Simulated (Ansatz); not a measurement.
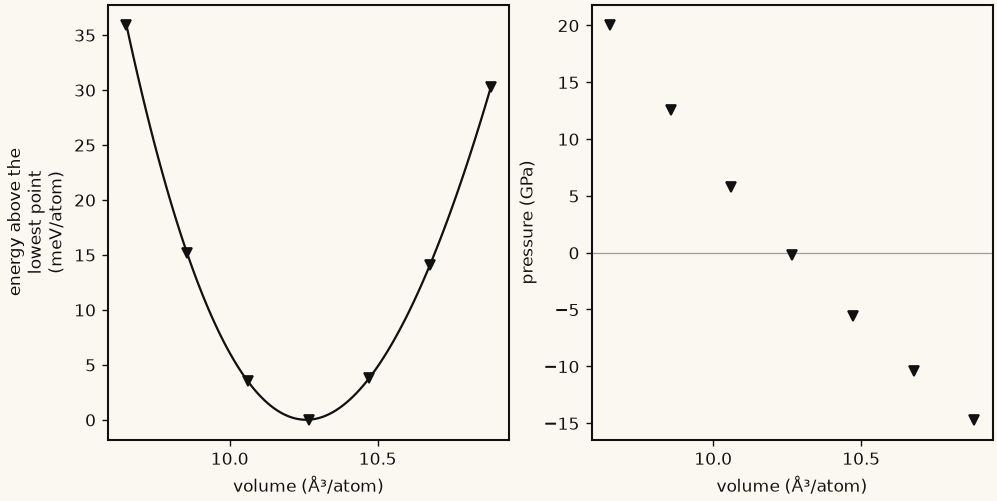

The plot gives the computed energy above the lowest point and pressure against volume for Fe, space group Fm-3m (No. 225) (one of a set of cubic test structures, which need not be the stable phase).

How it was computed, with Ansatz 0.2.0 development build: equation of state of a cubic crystal from periodic Kohn-Sham density functional theory without spin, third-order Birch-Murnaghan fit to the free energies; pressure corrected for the finite basis. Level: PBE.

structure type fcc; atoms in cell 1; space group number 225; lattice centring face-centred primitive; k mesh 27×27×27; occupation method Fermi–Dirac; occupation width 0.06123 eV; wave cutoff 700 eV; datasets hard PAW; density tolerance 1e−09 eV; bands 12; density cutoff ratio 4; search for lower states default.

### What equilibrium volume and bulk modulus follow from the curve?

A third-order Birch–Murnaghan fit gives V0 = 10.26 Å³/atom, B0 = 285 GPa and B′ = 4.6.

### How does the pressure vary with volume?

It falls from 20.1 GPa at volume 9.65 Å³/atom to −14.7 GPa at 10.88 Å³/atom, and changes sign near 10.26 Å³/atom.

Caveats: cubic model structure, not the ambient form; known magnet treated without spin, far from its ground state; modest k-mesh, values are not fully converged in k.
